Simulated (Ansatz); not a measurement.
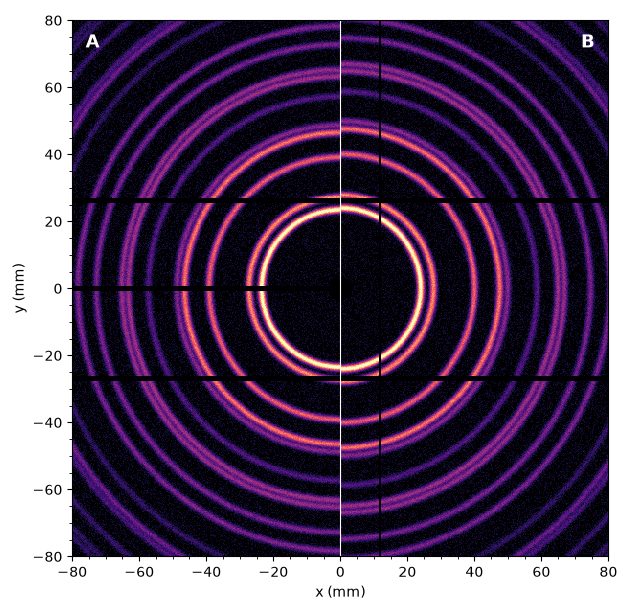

Simulated X-ray powder rings on a flat area detector normal to the beam: λ = 0.5594 Å, sample-to-detector distance 130 mm, axes in mm from the beam centre, for a fine-grained powder without texture. Kinematic intensities with B = 0.8 Å² for all atoms, without absorption; brightness goes as intensity to the power 0.5, clipped at the top, with counting noise. Reflections closer than the ring width show as one ring. The left and right halves show two different samples, each scaled to its strongest ring.

Both are La in Fm-3m, with cells of different size. Both are input geometries of electronic-structure calculations (not necessarily at equilibrium); the starting structure was generated, so it need not be a known form of this composition.

Question: Which half has the larger cell, and by how much?

Answer: Half A: the volume of B is 6.4 % smaller than that of A, and a larger cell draws the rings inwards on average.
A: a = 5.430 Å, b = 5.430 Å, c = 5.430 Å, α = 90.00°, β = 90.00°, γ = 90.00°; 111 at 23.5 mm (d = 3.14 Å), 200 at 27.2 mm (d = 2.72 Å), 220 at 39.1 mm (d = 1.920 Å), 311 at 46.5 mm (d = 1.637 Å).
B: a = 5.312 Å, b = 5.312 Å, c = 5.312 Å, α = 90.00°, β = 90.00°, γ = 90.00°; 111 at 24.0 mm (d = 3.07 Å), 200 at 27.8 mm (d = 2.66 Å), 220 at 40.1 mm (d = 1.878 Å), 311 at 47.6 mm (d = 1.602 Å).
